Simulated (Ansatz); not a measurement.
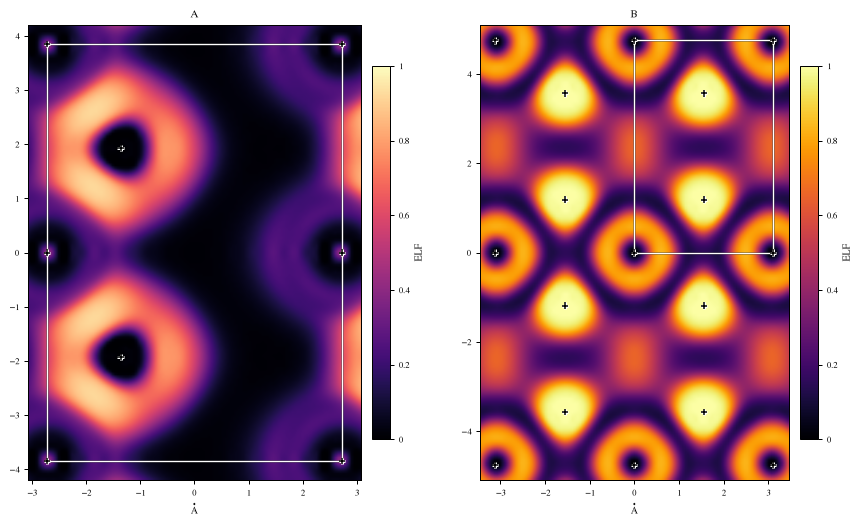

The electron localisation function of 2 systems, each on a plane through atoms (crosses mark nuclei in the plane).

Theory: DFT r2SCAN, scalar-relativistic, plane waves, PAW in Ansatz.

System 1: ZrH, the (010) plane of the conventional cell. Space group P4₂/mmc; changed on purpose from its base cell (strain -0.040 along x and y, -0.040 along z, atoms carried along); computed pressure about 20 GPa in this cell.

System 2: GaP, the (110) plane of the conventional cell. Space group F-43m.

```yaml
crystal:
  lattice:
    - [5.45050, 0.00000, 0.00000]
    - [0.00000, 5.45050, 0.00000]
    - [0.00000, 0.00000, 5.45050]
  atoms:
    - { symbol: Ga, position: [0.00000, 0.50000, 0.50000] }
    - { symbol: Ga, position: [0.50000, 0.00000, 0.50000] }
    - { symbol: Ga, position: [0.50000, 0.50000, 0.00000] }
    - { symbol: Ga, position: [0.00000, 0.00000, 0.00000] }
    - { symbol: P, position: [0.75000, 0.25000, 0.25000] }
    - { symbol: P, position: [0.25000, 0.75000, 0.25000] }
    - { symbol: P, position: [0.25000, 0.25000, 0.75000] }
    - { symbol: P, position: [0.75000, 0.75000, 0.75000] }
```

**Match each panel to its system.**

Panel A is system 2, GaP: the plane holds Ga and P. Ga–P (2.36 Å): the ELF peaks at about 0.90 in the valence shell of P, 0.9 Å from its nucleus, and is about 0.80 at the midpoint. Panel B is system 1, ZrH: the plane holds Zr and H. Zr–H (1.96 Å): the ELF climbs to about 1 towards the hydrogen.
